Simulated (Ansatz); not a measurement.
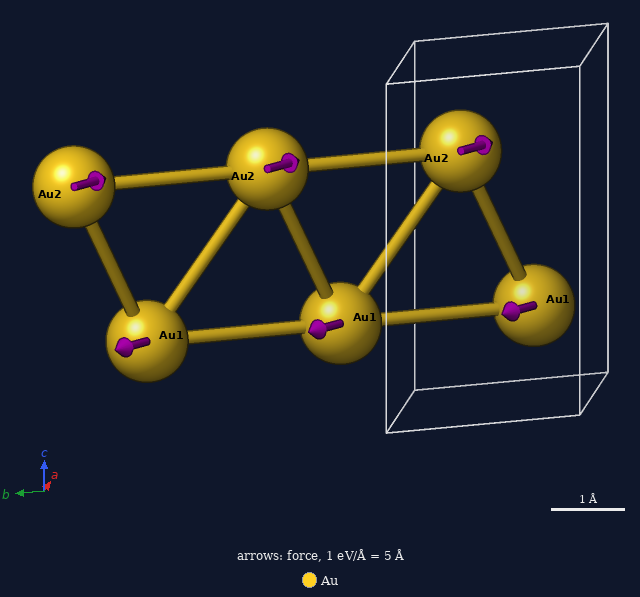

Starting geometry of crystalline Au (set up in Cmcm) (coarse preliminary run) with the computed forces as purple arrows. The picture is a ball-and-stick view of the cell of the calculation, repeated 1 × 3 × 1 with one cell outlined, seen from a free direction.

Case: as before, with the keys of group bands set back to the reference's.

Computed with DFT PBE+U, scalar-relativistic, plane waves, PAW in Ansatz 0.2.0. (plane-wave cutoff 420 eV; occupations methfessel paxton; smearing width 0.014 eV; no spin polarisation; cell relaxed at fixed shape; force threshold 0.04 eV/Å; at most 5 steps)

What follows when this structure is relaxed?

It isn't relaxed: the largest force vector, on Au atoms, is 0.15 eV/Å. The atoms end up moving mostly along the starting forces (cosine between the two patterns 1.00). The largest moves relative to the cell, 0.060 Å, are those of Au1 and Au2. Au1 goes along [−1 1 0]. The volume changes by +5.3 %, with a = b 2.920 → 2.970 Å (+1.7 %), c 4.893 → 4.978 Å (+1.7 %). Among the contacts that change: Au1–Au2 2.954 → 3.043 Å, Au1–Au1 2.920 → 2.970 Å, Au1–Au1 (another image) 2.823 → 2.871 Å, Au1–Au2 (another image) 2.974 → 2.958 Å. The space group stays Cmcm (No. 63). After 3 accepted moves (5 points after the start) the energy has fallen by 49.3 meV per cell of the calculation. The largest force component goes from 0.15 to 0.0029 eV/Å. The pressure goes from 7.47 to 0.00 GPa. The line search rejected the trial step at point 1 of the run. At 1 point the geometry stayed and the basis and grid were re-selected for the new cell (energy shift of 0.5 meV per cell of the calculation at most each time).
